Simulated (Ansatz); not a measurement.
FeSi2: several calculations on one system

**1. Vibrations**

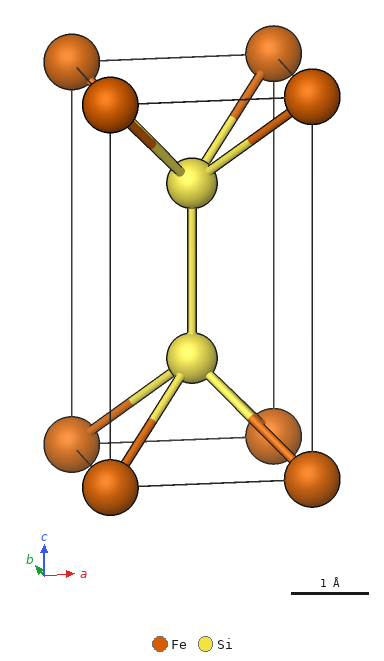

Phonons of crystalline FeSi₂, space group P4/mmm (No. 123), at the zone centre. The picture is a ball-and-stick view of the cell of the calculation, seen slightly off an axis.

Method: DFT PBEsol, scalar-relativistic, plane waves, PAW in Ansatz.

Input
```yaml
crystal:
  lattice:
    - [2.6793823688, 0.0, 0.0]
    - [0.0, 2.6793823688, 0.0]
    - [0.0, 0.0, 5.104768023]
  atoms:
    - { symbol: Fe, position: [0.0, 0.0, 0.0] }
    - { symbol: Si, position: [0.5, 0.5, 0.2716124498] }
    - { symbol: Si, position: [0.5, 0.5, 0.7283875502] }
basis:
  ecutwfc: 420
kpoints:
  mp_grid: { grid: [16, 16, 8] }
hamiltonian:
  xc: pbesol
scf:
  occupations: { method: fermi_dirac, width: 0.15 }
output:
  eigenvalues: true
phonons:
  method: dfpt
  eigenvectors: true
```

Launched with:
```bash
ansatz run input.yaml --threads 1 --pin off --max-ram 3072MiB --backend cpu --events-out ev --progress --plain --runs-dir out
```

The frequencies depend somewhat on the k-mesh and the smearing.

Which optical modes does it have, at what frequencies, and is it stable there?

Answer. The calculation's cell holds 3 atoms, so there are 6 optical modes, in 4 levels. The optical modes span E_g + E_u + A₂u + A₁g. No level is unstable.

```json
{"level": "1", "symmetry": "E_g", "frequency (cm⁻¹)": "229", "activity": "Raman-active"}
{"level": "2", "symmetry": "E_u", "frequency (cm⁻¹)": "292", "activity": "infrared-active"}
{"level": "3", "symmetry": "A₂u", "frequency (cm⁻¹)": "363", "activity": "infrared-active"}
{"level": "4", "symmetry": "A₁g", "frequency (cm⁻¹)": "553", "activity": "Raman-active"}
```

The crystal is a metal, so free carriers screen the infrared response.

The modes drawn as arrows (one member of each degenerate set):

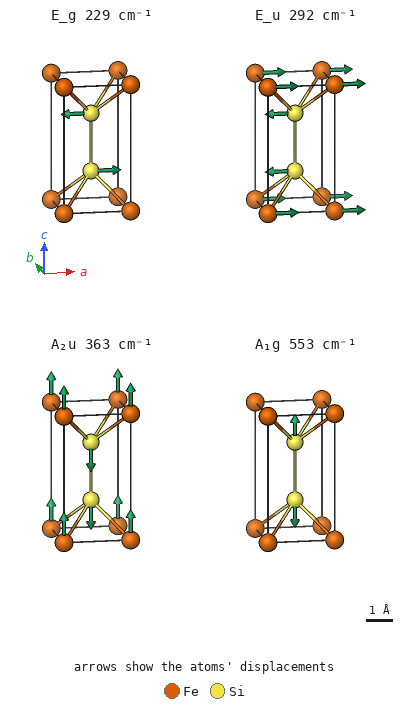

Limits of the set-up: an element that often carries a moment was run without spin polarisation.

**2. Vibrations**

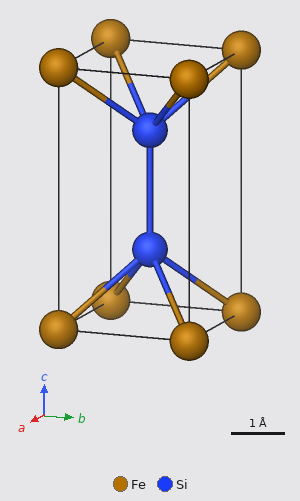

Normal modes of solid FeSi$_{2}$ at 0.98 times its rest volume, at the zone centre. A ball-and-stick model of the cell of the calculation, seen slightly off an axis.

Theory: DFT PBEsol, scalar-relativistic, plane waves, PAW in Ansatz 0.2.0. Settings: plane-wave cutoff 420 eV; k-point mesh 16 × 16 × 8; occupations fermi dirac; smearing width 0.15 eV; no spin polarisation.

The frequencies depend somewhat on the k-mesh and the smearing.

### Which optical modes does it have, at what frequencies, and is it stable there?

The calculation's cell holds 3 atoms, so there are 6 optical modes, in 4 levels. The optical modes span E_g + E_u + A₂u + A₁g. No level is unstable.

| level | symmetry | frequency (cm⁻¹) | activity |
| --- | --- | --- | --- |
| 1 | E_g | 234 | Raman-active |
| 2 | E_u | 303 | infrared-active |
| 3 | A₂u | 374 | infrared-active |
| 4 | A₁g | 570 | Raman-active |

The crystal is a metal, so free carriers screen the infrared response.

The displacement patterns (one member of each degenerate set):

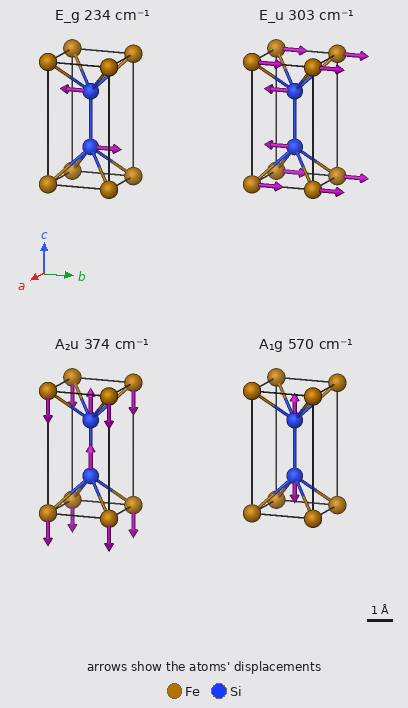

Limits of the set-up: an element that often carries a moment was run without spin polarisation.

**3. One mode**

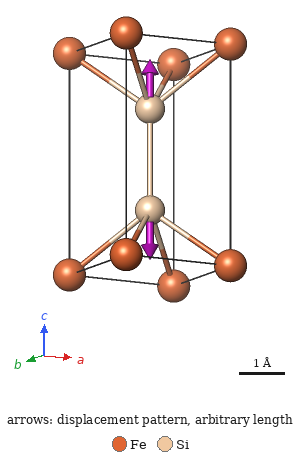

One vibrational mode of solid FeSi₂ at the zone centre. The purple arrows give the relative displacements of the atoms. The picture is a ball-and-stick view of the cell of the calculation, seen from a free direction.

All numbers below come from DFT LDA, scalar-relativistic, plane waves, PAW (Ansatz). Settings: plane-wave cutoff 420 eV; k-point mesh 16 × 16 × 8; occupations fermi dirac; smearing width 0.15 eV; no spin polarisation.

The frequencies depend somewhat on the k-mesh and the smearing.

### Describe the mode and give its frequency.

This is the A₁g mode at 560 cm⁻¹, the highest optical level, Raman-active by symmetry. The Fe atoms stay at rest; all motion is along c; atoms of one kind move against one another, with no net shift of their sublattice; it stretches the shortest Si–Si bonds (2.32 Å).

Limits of the set-up: an element that often carries a moment was run without spin polarisation.
